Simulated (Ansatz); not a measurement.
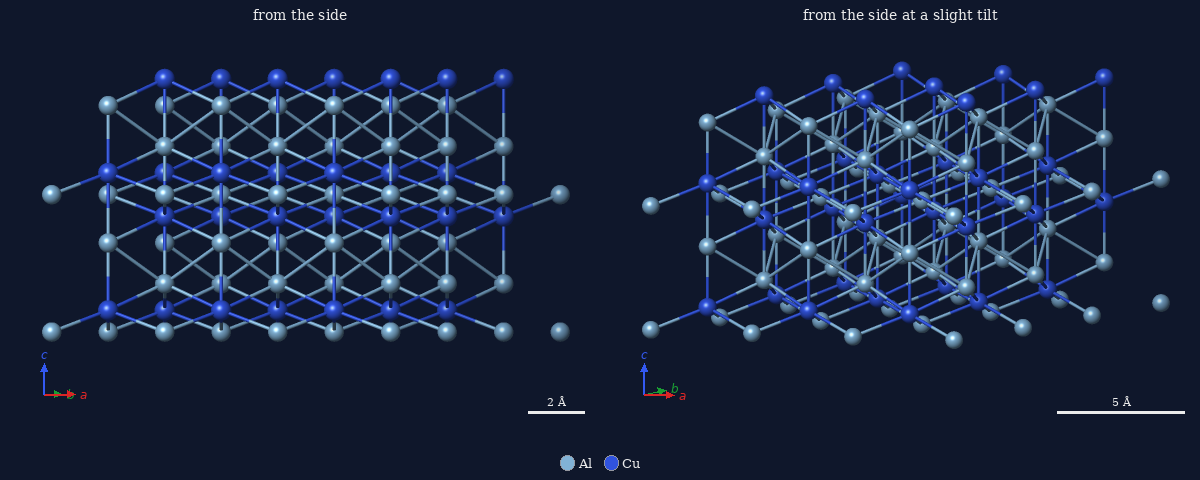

A ball-and-stick picture of a periodic slab, seen from the side and from the side at a slight tilt. The surface normal points up in side views; the vacuum is left out. 3×3 cells are drawn in the plane, with atoms at the edges repeated.

The cell holds 6 Al, 4 Cu.

### Are the two faces alike, and what ends them?

The top face ends in Cu, the bottom face in Al. The faces differ, so the slab can carry a dipole.

### What is the slab's thickness, atom centre to atom centre?

About 9 Å from the lowest to the highest atom.

### Give the sequence of planes from the top.

Ten planes: Cu / Al / Al / Cu / Al / Cu / Al / Al / Cu / Al.

The model was built from a structure listed in the Materials Project. The cell was then strained or its atoms displaced on purpose. It was run through Ansatz as a DFT input.

At this level of theory the run's own cell isn't at rest (forces up to 0.8 eV/Å), so its distances can differ from those at equilibrium, the more so the softer the solid.
